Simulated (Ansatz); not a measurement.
Dy

```yaml
crystal:
  lattice:
    - [4.00076, 0.00000, 0.00000]
    - [0.00000, 4.00076, 0.00000]
    - [0.00000, 0.00000, 4.00076]
  atoms:
    - { symbol: Dy, position: [0.00000, 0.00000, 0.00000] }
    - { symbol: Dy, position: [0.50000, 0.50000, 0.50000] }
```

Space group Im-3m; a structure from a database of computed crystals, not necessarily the ambient phase; the SCF solution may not be the lowest one; no Hubbard U on the f states and no spin–orbit coupling; the program warned that a lower state may break the symmetry; spin-polarised.

All numbers below come from Ansatz 0.2.0, Kohn-Sham DFT of a periodic cell, PBE, Ansatz PAW.

Q: What will maps of the valence pseudo-density and spin density show?

A: Dy–Dy (3.46 Å): the density is about 0.09 e/Å³ at the midpoint.
The spin density sits on Dy: +4.5 μB (×2) in one cell of 2 atoms: parallel main moments, as they must be, since the calculation's own cell holds one magnetic site. The cell of the calculation (1 atoms) carries 4.5 μB of net spin moment.

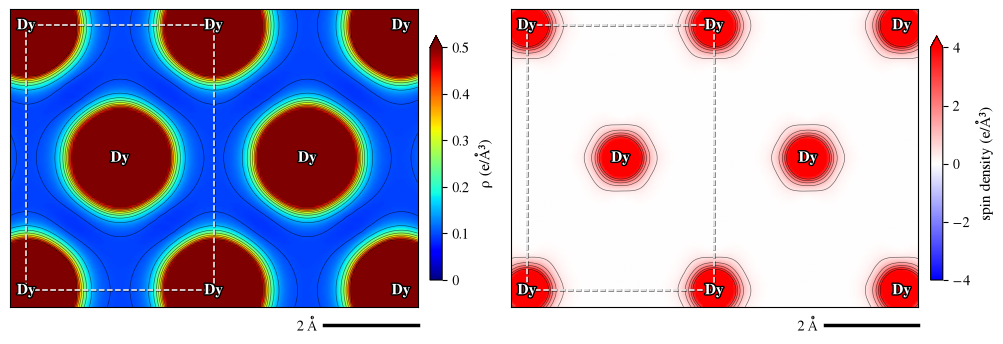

Computed valence pseudo-density and spin density on the (11̄0) plane of the conventional cell, in this order. 

The density is the valence pseudo-density of a PAW calculation; it isn't the true density close to the nuclei.
